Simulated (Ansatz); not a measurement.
BN (slab)

```
CELL_PARAMETERS angstrom
2.50875 0.00144 0.00000
1.25312 2.17337 0.00000
0.00000 0.00000 32.60000
ATOMIC_POSITIONS crystal
B 0.49998 0.49998 0.44869
N 0.83332 0.83332 0.44864
B 0.16665 0.16665 0.55132
N 0.49998 0.49998 0.55135
```

These are results of DFT PBE+D3(BJ), scalar-relativistic, plane waves, PAW in Ansatz 0.2.0, not measurements.

Core electrons are frozen (PAW), and the valence fields are smoothed inside the atomic spheres.

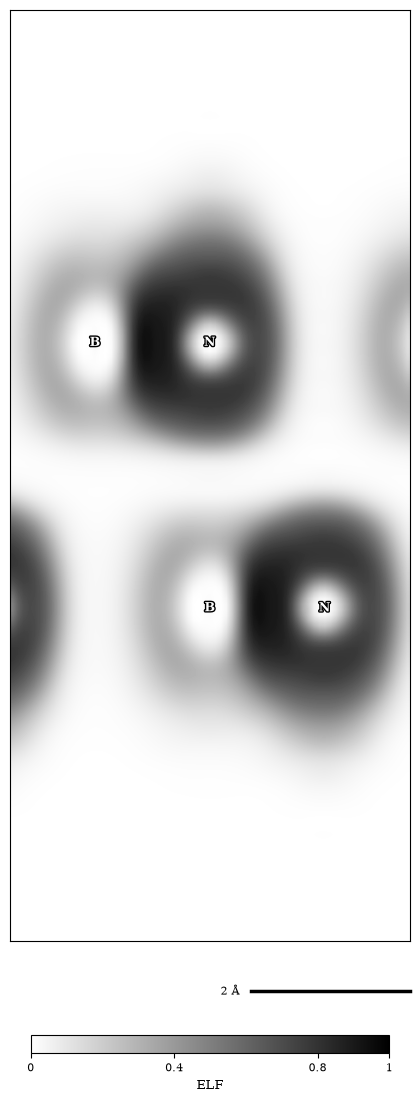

Figure 1. ELF on the (11̄0) plane of the calculation cell, a cut from vacuum to vacuum.

### What does the map show?

The plane passes through B and N nuclei.
B–N (1.45 Å): the ELF peaks at about 0.95 between the atoms, as expected for a shared but strongly polarised pair.

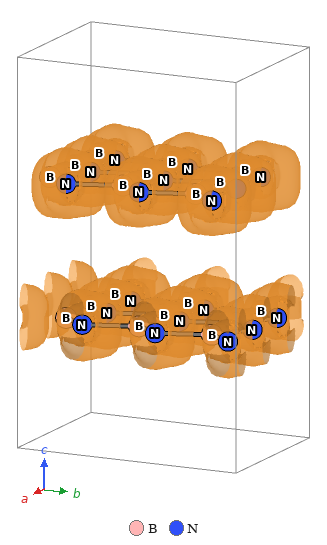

Figure 2. Isosurface of the ELF at 0.75 (orange), seen slightly off an axis. Only the valence region is drawn (cores and ρ < 0.01 e/Å³ removed). Sticks mark near contacts.

### What do the ELF domains correspond to?

At this value the surface marks out two regions on N in which the atom's valence shell and bonds are merged, counted in one cell of 4 atoms. Counts are for one cell; the picture repeats the cell along the surface.

### Does the calculation give a band gap?

It is gapped, with a Kohn–Sham gap of 4.6 eV on the k-point mesh, an upper bound to the gap of this method.
